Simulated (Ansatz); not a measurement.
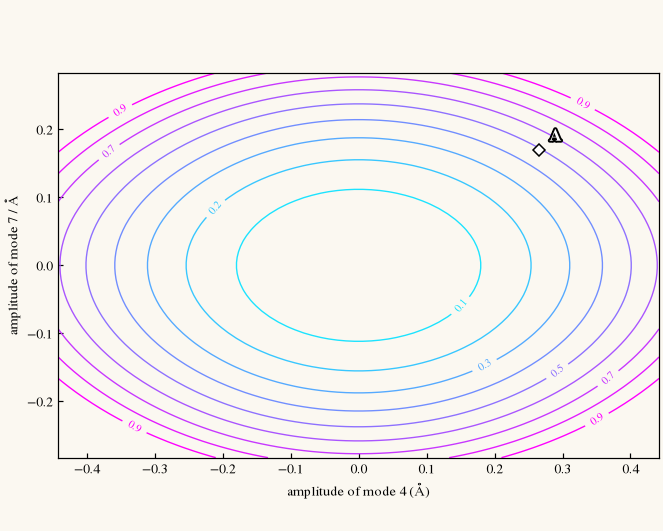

Si (I4/mmm, No. 139; 8 atoms in the cell). The energy is mapped over two normal modes frozen in (zone-centre modes of the 8-atom cell of this scan, which folds in the wave vector (0, 0, 1/2) of the primitive cell). Coordinates scanned: (1) amplitude of mode 4 (121 cm⁻¹), largest displacement; (2) amplitude of mode 7 (135 cm⁻¹), largest displacement. Nothing is relaxed (the cell and all other modes fixed). The grid has 11 × 11 points; 36 points were computed and 85 follow by symmetry. Points are written as (first, second). Energies: eV per cell, counted from the lowest grid point. The band gap closes in part of the range. Method: Ansatz, DFT PBEsol, scalar-relativistic, plane waves, PAW. Settings: cutoff 420 eV, k-mesh 10×10×4 in the order of the run's cell vectors, gaussian smearing 0.03 eV, no spin polarisation.

The picture shows contour lines labelled in eV (none above 0.9), the point A. Between grid points the surface is interpolated.

Is A at rest? If not, where is it pushed?

Answer. A, at (0.265 Å, 0.170 Å), is not a stationary point. The computed force is 1.8 eV for each Å towards smaller values of the first coordinate and 3.3 eV for each Å towards smaller values of the second coordinate.

PAW datasets: the set soft_1.
